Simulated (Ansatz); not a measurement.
Consider PbS.

```
Pb S
1.0
     3.65311    0.00000    0.00000
     0.00000    3.65311    0.00000
     0.00000    0.00000    3.65311
Pb S
1 1
Direct
  0.00000 0.00000 0.00000
  0.50000 0.50000 0.50000
```

Space group Pm-3m; started from the caesium chloride_221 prototype, which need not be the ambient phase.

These are results of Ansatz 0.2.0, DFT PBE, scalar-relativistic, plane waves, PAW, not measurements.

What can the converged valence pseudo-density and electron localisation function tell about the bonding?

Pb–S (3.16 Å): ρ is about 0.16 e/Å³ halfway; the ELF peaks at about 0.85 in the valence shell of S, 0.8 Å from its nucleus, and drops to about 0.20 between the two atoms.

Metal or insulator at this level of theory?

It is gapless in this calculation (a metal or semimetal).

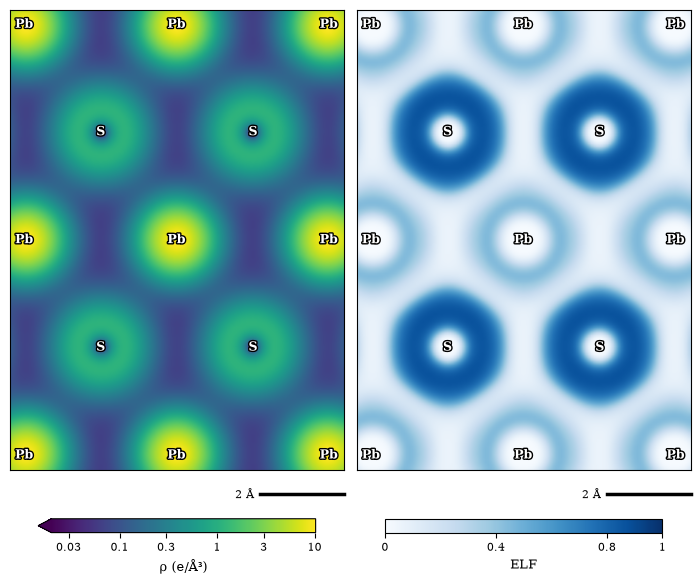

Computed valence pseudo-density and electron localisation function on the (011) plane of the conventional cell, in this order. 
